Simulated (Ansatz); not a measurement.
The coordinates of a crystal:

```xyz
6
Lattice="2.9631 0.0000 0.0000 0.0000 2.9631 0.0000 0.0000 0.0000 13.3213" Properties=species:S:1:pos:R:3 pbc="T T T"
W     0.0000    0.0000    0.0000
S     1.4816    1.4816    1.4516
S     0.0000    0.0000    5.2090
W     1.4816    1.4816    6.6606
S     0.0000    0.0000    8.1123
S     1.4816    1.4816   11.8697
```

Q: Work out the structure from the coordinates.

A: Formula: WS2. The lattice is body-centred tetragonal and the space group I4/mmm (No. 139). Content of the cell: 2 W, 4 S (Z = 2). With all contacts inside bonding distance counted, the coordination numbers are W 12 and S 4.

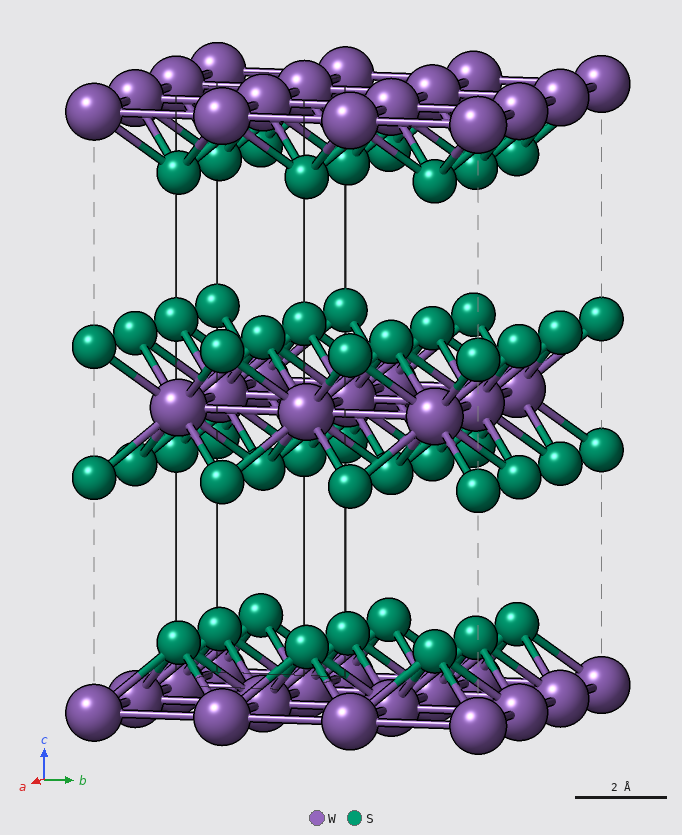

The structure above is drawn in ball-and-stick style and viewed slightly off an axis. 3×3×1 cells are drawn; the solid outline is the conventional unit cell. Colours: tungsten purple, sulfur teal.

Provenance: a textbook structure type filled with these elements (whether it is the usual form wasn't checked). This is the structure after a relaxation with DFT PBE, scalar-relativistic, plane waves, PAW in Ansatz.
